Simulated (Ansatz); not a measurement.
C₃₂O (cell with a defect)

The calculation's input:

```
crystal:
  lattice:
    - [0.0, 0.0, 7.134852261]
    - [1.232369048, 6.4035774147, 3.5674261305]
    - [-6.1618452403, 2.1345258048, 3.5674261305]
  atoms:
    - { symbol: C, position: [0.0, 0.3333333333, 0.6666666667] }
    - { symbol: C, position: [0.5, 0.3333333333, 0.6666666667] }
    - { symbol: C, position: [0.25, 0.5833333333, 0.9166666667] }
    - { symbol: C, position: [0.75, 0.5833333333, 0.9166666667] }
    - { symbol: C, position: [0.875, 0.2083333333, 0.0416666667] }
    - { symbol: C, position: [0.375, 0.2083333333, 0.0416666667] }
    - { symbol: C, position: [0.125, 0.4583333333, 0.2916666667] }
    - { symbol: C, position: [0.625, 0.4583333333, 0.2916666667] }
    - { symbol: C, position: [0.875, 0.7083333333, 0.5416666667] }
    - { symbol: C, position: [0.375, 0.7083333333, 0.5416666667] }
    - { symbol: C, position: [0.125, 0.9583333333, 0.7916666667] }
    - { symbol: C, position: [0.625, 0.9583333333, 0.7916666667] }
    - { symbol: C, position: [0.0, 0.8333333333, 0.1666666667] }
    - { symbol: C, position: [0.5, 0.8333333333, 0.1666666667] }
    - { symbol: C, position: [0.25, 0.0833333333, 0.4166666667] }
    - { symbol: C, position: [0.75, 0.0833333333, 0.4166666667] }
    - { symbol: C, position: [0.125, 0.2916666667, 0.4583333333] }
    - { symbol: C, position: [0.625, 0.2916666667, 0.4583333333] }
    - { symbol: C, position: [0.375, 0.5416666667, 0.7083333333] }
    - { symbol: C, position: [0.875, 0.5416666667, 0.7083333333] }
    - { symbol: C, position: [1.0, 0.1666666667, 0.8333333333] }
    - { symbol: C, position: [0.5, 0.1666666667, 0.8333333333] }
    - { symbol: C, position: [0.25, 0.4166666667, 0.0833333333] }
    - { symbol: C, position: [0.75, 0.4166666667, 0.0833333333] }
    - { symbol: C, position: [0.0, 0.6666666667, 0.3333333333] }
    - { symbol: C, position: [0.5, 0.6666666667, 0.3333333333] }
    - { symbol: C, position: [0.25, 0.9166666667, 0.5833333333] }
    - { symbol: C, position: [0.75, 0.9166666667, 0.5833333333] }
    - { symbol: C, position: [0.125, 0.7916666667, 0.9583333333] }
    - { symbol: C, position: [0.625, 0.7916666667, 0.9583333333] }
    - { symbol: C, position: [0.375, 0.0416666667, 0.2083333333] }
    - { symbol: C, position: [0.875, 0.0416666667, 0.2083333333] }
    - { symbol: O, position: [0.2650285964, -0.0196154379, -0.0112431166] }
basis:
  ecutwfc: 420
  xc_grid: 2
kpoints:
  mp_grid: { grid: [4, 4, 4], shift: [0.0, 0.0, 0.0] }
hamiltonian:
  xc: pbe
  dispersion: d3bj
scf:
  occupations: { method: gaussian, width: 0.1 }
output:
  forces: true
  stress: false
  eigenvalues: true
  write_density: true
  write_potential: true
  elf: true
  volumetric_format: npy
relax:
  adjacent_minimum: "off"
  f_tol: 0.02
  max_steps: 60
```

Run with:

```sh
ansatz run input.yaml --threads 4 --pin off --max-ram 8192MiB --backend cpu --events-out ev --progress --plain --runs-dir out
```

The fields are those of the run's last geometry, not of the input's.

Theory: DFT PBE+D3(BJ), scalar-relativistic, plane waves, PAW in Ansatz 0.2.0.

The density is the valence pseudo-density of a PAW calculation; it isn't the true density close to the nuclei.

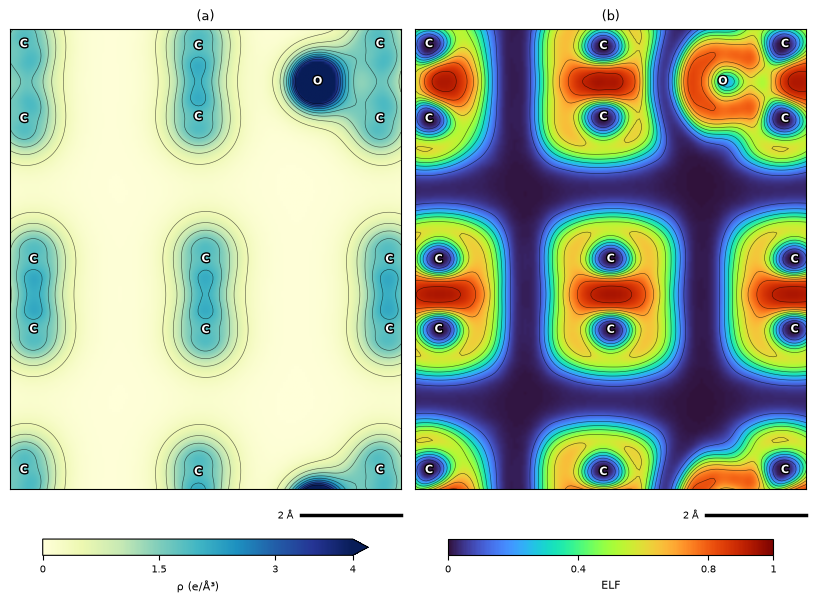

Figure 1. (a) valence charge density (pseudo); (b) electron localisation function on the (011) plane of the calculation cell.

**What does the map show?**

The section cuts through C and O sites.
C–C (1.42 Å): ρ is about 2 e/Å³ halfway; the ELF peaks at about 0.95 between the atoms.
C–O (1.46 Å): ρ at the midpoint is about 1.8 e/Å³; the ELF peaks at about 0.75 between the atoms.

C–C (1.50 Å): ρ is about 1.6 e/Å³ halfway; the ELF peaks at about 0.85 between the atoms.
Between the atoms the lowest density in this plane is 0.009 e/Å³.

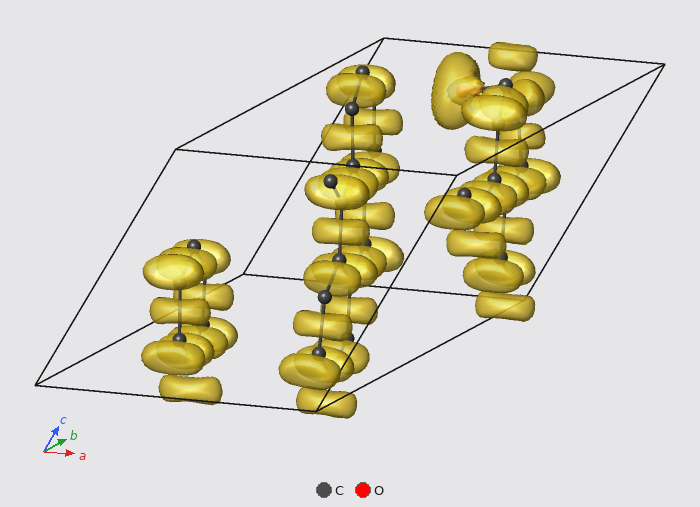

Figure 2. Isosurface of the electron localisation function at 0.75 (yellow), seen at an oblique angle. Only the valence region is drawn (cores and ρ < 0.01 e/Å³ removed). Sticks mark near contacts.

**What do the ELF domains correspond to?**

The ELF exceeds this value in 48 regions between bonded C–C atoms and one region on O in which the atom's valence shell and bonds are merged, counted in one cell of 33 atoms. Any copies at cell faces, edges or corners count once. Along the contacts the grid gives the following. C–C (1.40 Å): the ELF peaks at about 0.95 between the atoms.

**Does the calculation give a band gap?**

It is metallic or semimetallic at this level of theory: no gap opens.
